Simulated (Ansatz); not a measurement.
# KI: a changed input and its effect

System: KI (R-3m, 2 atoms in the cell).
Method of run A: DFT, r2SCAN, plane waves, PAW, no spin polarisation (Ansatz 0.2.0).

The structure was built on a prototype by a generator. The geometry comes from this level: r2SCAN (a point of a series of strains). Text and figures count atoms from 1; the logs count them from 0 in places.

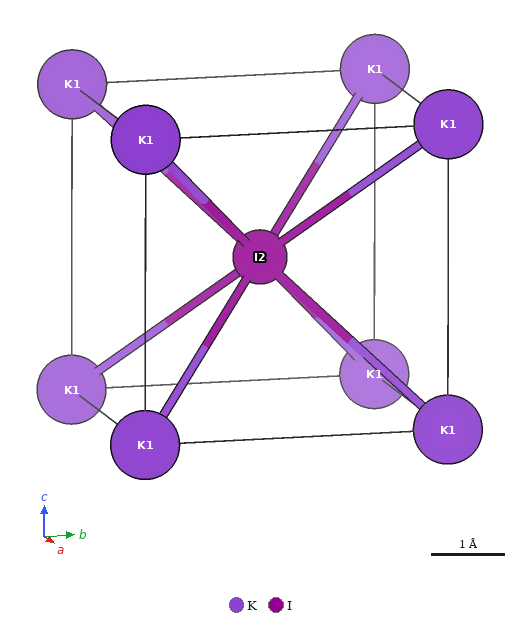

The structure (ball-and-stick view of the cell of the calculation, seen slightly off an axis; atoms are numbered from 1 in the order of the input).

## Input file, run A
```yaml
crystal:
  lattice:
    - [4.2873415341, 0.0169978925, 0.0169978925]
    - [0.0169978925, 4.2873415341, 0.0169978925]
    - [0.0169978925, 0.0169978925, 4.2873415341]
  atoms:
    - { symbol: K, position: [0.0, 0.0, 0.0] }
    - { symbol: I, position: [0.5, 0.5, 0.5] }
kpoints:
  mp_grid: { grid: [6, 6, 6] }
  band_path:
    path:
      - [0.0, 0.0, 0.0]
      - [0.0, 0.5, 0.0]
      - [0.5, 0.5, 0.0]
      - [0.5, 0.5, 0.5]
      - [0.0, 0.5, 0.5]
    npoints: 1
hamiltonian:
  xc: r2scan
scf:
  occupations: { method: fixed }
  n_extra_bands: 4
output:
  forces: true
  stress: true
  eigenvalues: true
```

Launched with:
```bash
ansatz run input.yaml --threads 4 --pin off --max-ram 3686MiB --backend cpu --events-out ev --progress --plain --runs-dir out
```

Hardware: 4 threads of an Arm (aarch64) CPU, shared host.

## Output, shortened to warnings, some set-up lines, iterations and results (run A)
```
Basis set: ecut = 500 eV, 1971 PW (Γ), exchange–correlation on 128×128×128 points (64 copies of the dense FFT grid, shifted against one another)
Symmetry: 12 space group operations
k-points: 32 of 216
Initial density: superposition of atomic densities (neutral atoms: chi_scale 0, normalization atom), corrected by the library's trained network
[...]
SCF iter   1: F=—  HF=-9073.789810 eV  |F-HF|=—  |Δ(HF+E_count)|=         —  Δρ=2.65e-3  dr2=3.42e-3  dr2_τ=6.24e-4  ethr=1.77e-3  ⟨swp⟩=5.1  Hψ=2570  notcnv=0  defer=52
SCF iter   2: F=—  HF=-9073.801352 eV  |F-HF|=—  |Δ(HF+E_count)|=   1.15e-2  Δρ=1.21e-3  dr2=6.68e-4  dr2_τ=3.94e-5  ethr=1.32e-5  ⟨swp⟩=3.5  Hψ=1243  notcnv=0  defer=60
SCF iter   3: F=—  HF=-9073.801438 eV  |F-HF|=—  |Δ(HF+E_count)|=   8.57e-5  Δρ=2.15e-4  dr2=3.81e-5  dr2_τ=3.43e-6  ethr=2.57e-6  ⟨swp⟩=2.1  Hψ=1032  notcnv=0  defer=60
SCF iter   4: F=—  HF=-9073.801458 eV  |F-HF|=—  |Δ(HF+E_count)|=   2.03e-5  Δρ=1.11e-4  dr2=1.21e-5  dr2_τ=1.12e-6  ethr=1.47e-7  ⟨swp⟩=2.0  Hψ=1029  notcnv=0  defer=60
SCF iter   5: F=—  HF=-9073.801453 eV  |F-HF|=—  |Δ(HF+E_count)|=   5.69e-6  Δρ=3.30e-5  dr2=1.04e-6  dr2_τ=4.12e-8  ethr=4.67e-8  ⟨swp⟩=2.0  Hψ=960  notcnv=0  defer=60
SCF iter   6: F=-9073.801453 eV  HF=-9073.801453 eV  |F-HF|=2.76e-8  |Δ(HF+E_count)|=   1.30e-7  Δρ=7.33e-6  dr2=4.37e-8  dr2_τ=2.31e-9  ethr=3.85e-10  ⟨swp⟩=8.4  Hψ=3779  …
SCF 1 converged in 6 iterations: F = -9073.801453 eV  dr2 = 4.37e-8
NSCF: frozen V_eff on 5 k-points
SCF converged after 6 iterations
Free energy (F): -9073.801453 eV
Harris-Foulkes:  -9073.801453 eV  (|F-HF|=2.76e-8)
Internal energy: -9073.801453 eV  (E = F + TS)
E sigma→0 (E₀):  -9073.801453 eV
Fermi energy:    3.594272 eV
--- Per-component energies (eV) ---
  E_band       = -516.992933
  E_kinetic    = 442.708130
  E_local      = -2641.491265  (includes V_loc(G=0)·N_el)
  E_nonlocal   = -77.530422
  E_hartree    = 1260.213790
  E_xc         = -255.202846
  E_vxc        = -326.474896  (∫ρ·V_xc dr)
  E_paw        = -5627.329637  (= ΣΔE_a)
  E_vpaw       = -454.056063  (= ΣTr[D̂ρ^β])
  E_aug_tail   = -0.000032  (compensation charges beyond the density's cutoff)
  E_vtau       = 19.435012  (kinetic-family band-sum trace: ∫τ·v_τ [+ j·A + Jᵃ·Aᵃ] dr)
  E_ewald      = -2175.046039
  E_core_change = -0.123132  (= ΣΔE_core)
  E_smearing   = -0.000000  (= −TS)
  E_closure    = 0.000000  (closes the sum)
  Σ components = -9073.801453   (vs F -9073.801453, Δ=0.00e0)
--- Forces (eV/Å), atoms counted from 1 ---
  atom   1  K     -0.00000000     0.00000000    -0.00000000
  atom   2  I      0.00000000     0.00000000     0.00000000
  max |Σ_I F_I| component: 2.42e-29 eV/Å
--- Stress (GPa, compression-positive) ---
        0.058786      -0.028075      -0.028075
       -0.028075       0.058786      -0.028075
       -0.028075      -0.028075       0.058786
  P = ⅓ Tr σ = 0.0588 GPa (0.588 kbar)
```

The input of run B differs as follows (lines with − go, lines with + come):
```diff
-    - [4.2873415341, 0.0169978925, 0.0169978925]
-    - [0.0169978925, 4.2873415341, 0.0169978925]
-    - [0.0169978925, 0.0169978925, 4.2873415341]
+    - [4.0339128391, 0.0, 0.0]
+    - [0.0, 4.0339128391, 0.0]
+    - [0.0, 0.0, 4.3744864235]
```

How does run B compare with run A?

With the same functional and potentials, run B lies 40.7 meV per atom higher. The gap on the mesh goes from 4.05 to 3.94 eV. The pressure goes from 0.06 to 2.06 GPa. The volume per atom goes from 39.40 to 35.59 Å³. The number of SCF iterations is the same. The irreducible k-points go from 32 to 40. The plane waves at Γ go from 1971 to 1815.

## Output, shortened to warnings, some set-up lines, iterations and results (run B)
```
Basis set: ecut = 500 eV, 1815 PW (Γ), exchange–correlation on 120×120×128 points (64 copies of the dense FFT grid, shifted against one another)
Symmetry: 16 space group operations
k-points: 40 of 216
Initial density: superposition of atomic densities (neutral atoms: chi_scale 0, normalization atom), corrected by the library's trained network
[...]
SCF iter   1: F=—  HF=-9073.705627 eV  |F-HF|=—  |Δ(HF+E_count)|=         —  Δρ=2.74e-3  dr2=3.34e-3  dr2_τ=7.77e-4  ethr=1.77e-3  ⟨swp⟩=5.1  Hψ=3189  notcnv=0  defer=69
SCF iter   2: F=—  HF=-9073.720053 eV  |F-HF|=—  |Δ(HF+E_count)|=   1.44e-2  Δρ=1.38e-3  dr2=8.77e-4  dr2_τ=3.59e-5  ethr=1.28e-5  ⟨swp⟩=3.2  Hψ=1509  notcnv=0  defer=78
SCF iter   3: F=—  HF=-9073.720080 eV  |F-HF|=—  |Δ(HF+E_count)|=   2.69e-5  Δρ=2.97e-4  dr2=6.46e-5  dr2_τ=6.55e-6  ethr=3.37e-6  ⟨swp⟩=2.9  Hψ=1321  notcnv=0  defer=77
SCF iter   4: F=—  HF=-9073.720043 eV  |F-HF|=—  |Δ(HF+E_count)|=   3.71e-5  Δρ=1.12e-4  dr2=7.53e-6  dr2_τ=4.11e-7  ethr=2.49e-7  ⟨swp⟩=2.0  Hψ=1263  notcnv=0  defer=78
SCF iter   5: F=—  HF=-9073.720047 eV  |F-HF|=—  |Δ(HF+E_count)|=   4.29e-6  Δρ=2.64e-5  dr2=5.96e-7  dr2_τ=2.46e-8  ethr=2.90e-8  ⟨swp⟩=2.5  Hψ=937  notcnv=0  defer=79
SCF iter   6: F=-9073.720047 eV  HF=-9073.720047 eV  |F-HF|=3.37e-9  |Δ(HF+E_count)|=   7.33e-8  Δρ=3.40e-6  dr2=1.04e-8  dr2_τ=3.62e-10  ethr=3.85e-10  ⟨swp⟩=9.4  Hψ=4123  …
SCF 1 converged in 6 iterations: F = -9073.720047 eV  dr2 = 1.04e-8
NSCF: frozen V_eff on 5 k-points
SCF converged after 6 iterations
Free energy (F): -9073.720047 eV
Harris-Foulkes:  -9073.720047 eV  (|F-HF|=3.37e-9)
Internal energy: -9073.720047 eV  (E = F + TS)
E sigma→0 (E₀):  -9073.720047 eV
Fermi energy:    4.852511 eV
--- Per-component energies (eV) ---
  E_band       = -492.367677
  E_kinetic    = 444.045847
  E_local      = -2518.614038  (includes V_loc(G=0)·N_el)
  E_nonlocal   = -77.394958
  E_hartree    = 1210.796960
  E_xc         = -255.821599
  E_vxc        = -327.128272  (∫ρ·V_xc dr)
  E_paw        = -5627.388063  (= ΣΔE_a)
  E_vpaw       = -454.127416  (= ΣTr[D̂ρ^β])
  E_aug_tail   = -0.000033  (compensation charges beyond the density's cutoff)
  E_vtau       = 19.254973  (kinetic-family band-sum trace: ∫τ·v_τ [+ j·A + Jᵃ·Aᵃ] dr)
  E_ewald      = -2249.221030
  E_core_change = -0.123132  (= ΣΔE_core)
  E_smearing   = -0.000000  (= −TS)
  E_closure    = -0.000000  (closes the sum)
  Σ components = -9073.720047   (vs F -9073.720047, Δ=0.00e0)
--- Forces (eV/Å), atoms counted from 1 ---
  atom   1  K      0.00000000     0.00000000     0.00000000
  atom   2  I      0.00000000     0.00000000     0.00000000
  max |Σ_I F_I| component: 5.07e-29 eV/Å
--- Stress (GPa, compression-positive) ---
        3.081672       0.000000       0.000000
        0.000000       3.081672       0.000000
        0.000000       0.000000       0.009147
  P = ⅓ Tr σ = 2.0575 GPa (20.575 kbar)
```

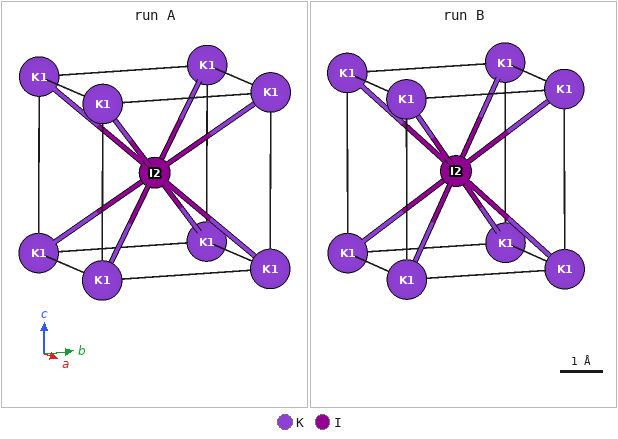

The two input geometries at one scale (ball-and-stick view of the cell of the calculation, seen slightly off an axis). No atom moves by more than 0.005 Å relative to the cell. The drawn cell changes as follows: a = b 4.287 → 4.034 Å (−5.9 %), c 4.287 → 4.374 Å (+2.0 %), α 89.5° → 90.0°, β 89.5° → 90.0°, γ 89.5° → 90.0°; the volume changes by −9.7 %. Among the contacts that change: K1–I2 3.742 → 3.594 Å.

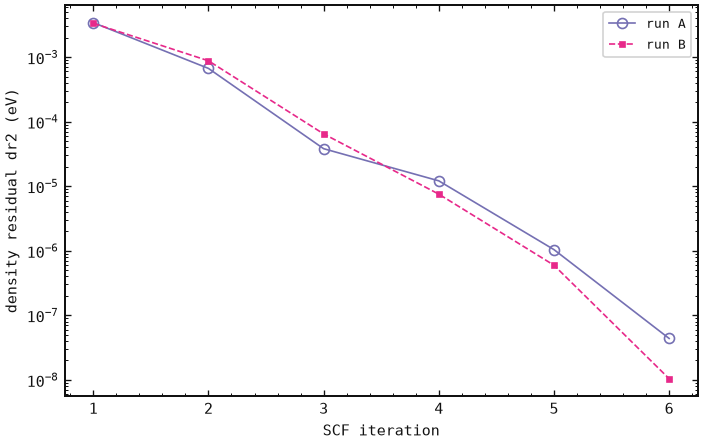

Convergence of the two runs: density residual dr2 against the SCF iteration. Run A takes 6 iterations in all, and run B takes 6.

## The two runs side by side

```tsv
quantity	run A	run B
outcome	converged	converged
free energy per atom (eV)	−4536.9007	−4536.8600
gap on the mesh (eV)	4.05	3.94
pressure (GPa)	0.06	2.06
volume per atom (Å³)	39.40	35.59
largest force (eV/Å)	0.000	0.000
SCF iterations	6	6
irreducible k-points	32	40
plane waves at Γ	1971	1815
wall time (shared host)	4.1 s	4.3 s
```
